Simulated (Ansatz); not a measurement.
# YZr₇O₁₆ (cell with a defect): what the fields show

```xyz
24
Lattice="4.2512 0.0000 5.2150 -5.1282 5.2113 0.0074 -5.1282 -5.2113 0.0074" Properties=species:S:1:pos:R:3 pbc="T T T"
Y     3.0004   -0.1707    4.1239
Zr   -2.1275   -0.2121    4.1210
Zr   -1.7057    2.8267    1.5129
Zr   -1.6917   -2.3799    1.5220
Zr   -4.2743    2.4063    3.7183
Zr   -4.3328   -2.8116    3.6930
Zr   -3.8867    0.2165    1.1036
Zr   -8.9741    0.2290    1.0998
O    -5.3927    0.8915    4.4218
O    -0.3625    0.8120    4.3661
O    -5.0922    1.7221    1.7990
O    -5.1150   -3.4970    1.7529
O    -2.3954    1.4004    0.1278
O    -7.3516    1.3442    0.1001
O    -3.2754    3.9178    2.4611
O    -3.2547   -1.2438    2.5285
O    -2.7535    1.2574    2.7085
O    -2.8095   -3.8750    2.6412
O     1.3823   -1.3827    5.1786
O    -3.6877   -1.3150    5.1009
O    -0.9309    3.3643    3.4245
O    -0.9405   -1.7749    3.4746
O    -5.6363   -0.8538    0.8496
O    -0.4545   -0.8717    0.9268
```

Spin-polarised.

The calculation used Ansatz, DFT PBEsol, scalar-relativistic, plane waves, PAW.

Core electrons are frozen (PAW), and the valence fields are smoothed inside the atomic spheres.

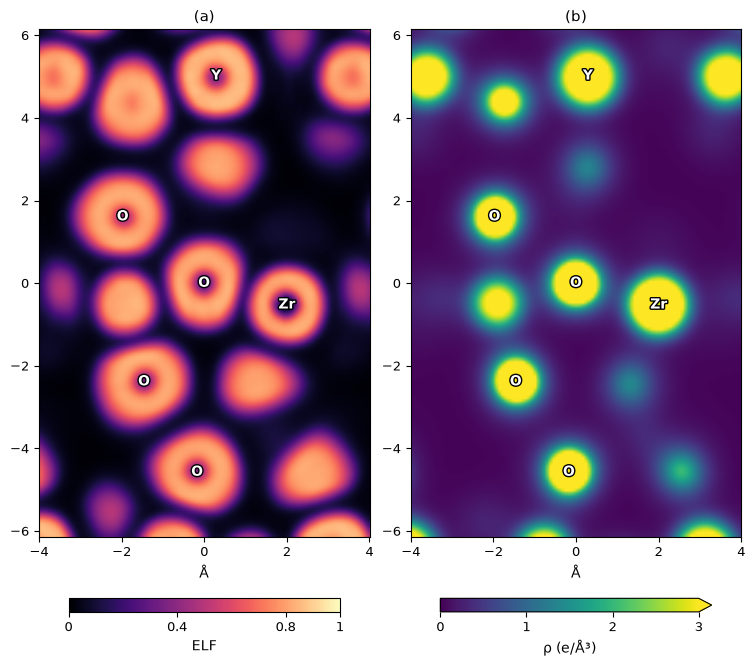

Figure 1. (a) ELF; (b) valence electron density on the (101) plane of the calculation cell.

Read the bonding off the picture.

- The plane passes through Y, Zr and O nuclei.
- Atoms just off the plane (Zr, 0.4 Å away and O, 0.4 Å away) can leave unmarked features too.
- Zr–O (2.07 Å): ρ at the midpoint is about 0.73 e/Å³; the ELF peaks at about 0.85 in the valence shell of O, 0.6 Å from its nucleus, and drops to about 0.20 between the two atoms; no localised pair shows between them.
- Between the atoms the lowest density in this plane is 0.02 e/Å³.
- The features right at Y and Zr lie inside the PAW spheres, where the map follows smoothed inner orbitals and isn't to be read closely.

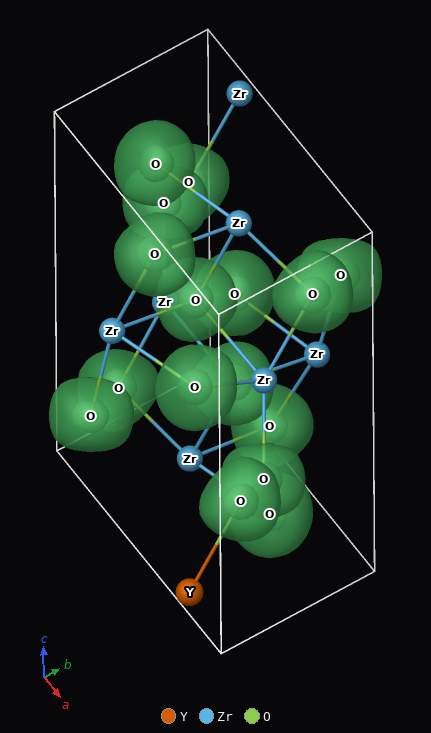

Figure 2. Isosurface of the electron localisation function at 0.7 (green), seen slightly off an axis. Core shells and regions of very low density are left out. Sticks mark near contacts.

Where are the electrons localised?

The ELF exceeds this value in 16 regions wrapped around O (the valence shell of each), counted in one cell of 24 atoms. Regions shared between cells count once.


Zr–O (1.99 Å): the ELF peaks at about 0.85 in the valence shell of O, 0.6 Å from its nucleus, and drops to about 0.25 between the two atoms: no localised pair shows between them. Y–O (2.16 Å): the ELF peaks at about 0.85 in the valence shell of O, 0.6 Å from its nucleus, and drops to about 0.15 between the two atoms (no localised pair shows between them).

Does the calculation give a band gap?

It is gapless in this calculation (a metal or semimetal).
